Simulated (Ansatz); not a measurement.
System: CoO, space group Pm-3m (No. 221) (cell built by us, not taken from a database).

The given structure:
```xyz
2
Lattice="2.5725 0.0000 0.0000 0.0000 2.5725 0.0000 0.0000 0.0000 2.5725" Properties=species:S:1:pos:R:3 pbc="T T T"
Co    0.0000    0.0000    0.0000
O     1.2862    1.2862    1.2862
```

Method: several magnetic starts of one crystal ranked with cell and atoms relaxed in each order, signs over the magnetic atoms (u up, d down), a propagation vector with a half doubling the cell with reversed moments; plane-wave DFT of a periodic cell (Ansatz 0.2.0). Level: PBEsol.

- cell charge: 0 e
- exact exchange fraction: 0
- potentials: PAW default
- wave cutoff: 420 eV
- k mesh: 16x16x16
- k shift: none
- occupation rule: Gaussian
- occupation width: 0.1 eV

The k mesh is that of the cell as given; doubled cells use half as many points along the doubled vectors; key: 1 = non-magnetic; 2 = ferromagnetic; 3 = antiferromagnetic doubled q=(0 0 1/2).

Describe the result: the energy above the lowest of each magnetic start.

Among these starts the lowest is no. 3; the next, no. 2, is 31 meV/atom higher.

```tsv
magnetic start	energy above the lowest (meV/atom)	largest site moment (μB)	final order
no. 1	237	0.000	non-magnetic
no. 2	31	2.472	ferromagnetic
no. 3	0	2.175	antiferromagnetic
```

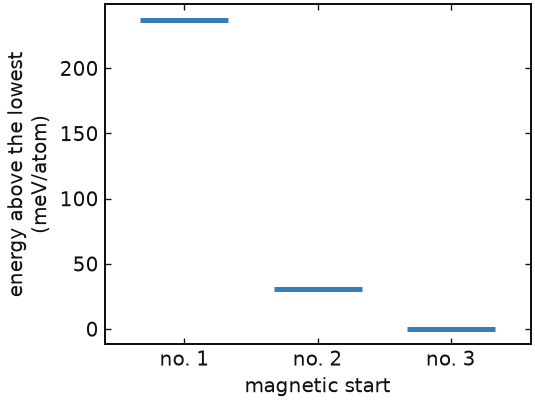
